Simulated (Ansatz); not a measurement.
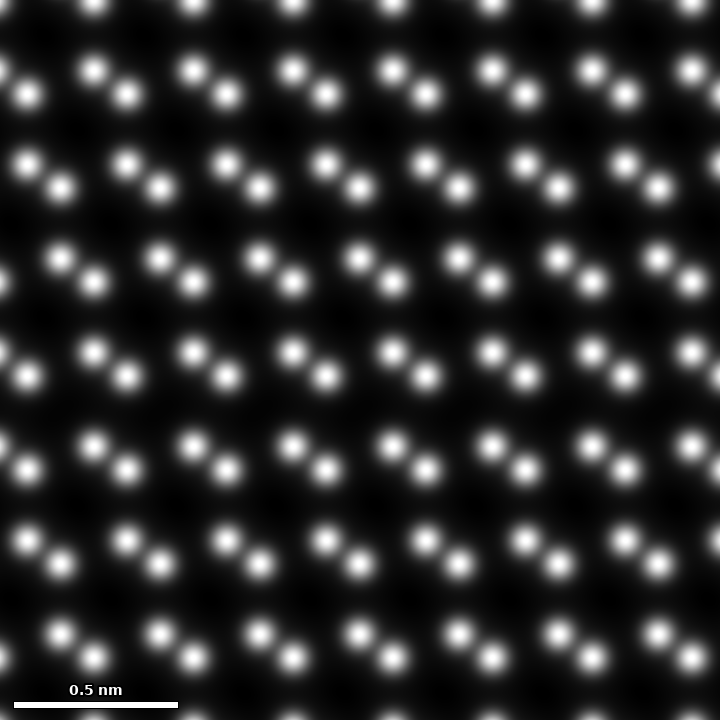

Dark-field STEM-like image of Co (Fd-3m, No. 227) along [110]. The image is simulated as a sum over atoms of Z^1.7, blurred by a 0.70 Å probe (no channelling). The probe carries 25 % of its weight in a tail 2.5 times as wide. The display is stretched by a gamma of 0.8; percentages refer to the linear signal.

One planar defect was built into the perfect crystal by geometry alone, without relaxation. Host structure: the end point of a relaxation with DFT, RPBE, plane waves (420 eV) with PAW, scalar-relativistic (Ansatz); the starting structure was generated, so it need not be a known form of this composition.

Q: Find the planar defect and say what kind it is.

A planar fault (a stacking fault) runs horizontally about 13 Å below the top edge. The part above it is shifted along the boundary by 1/3 of the 3.05 Å repeat of the rows (1.0 Å to the right, the same as 2.0 Å to the left); both parts keep the same orientation.
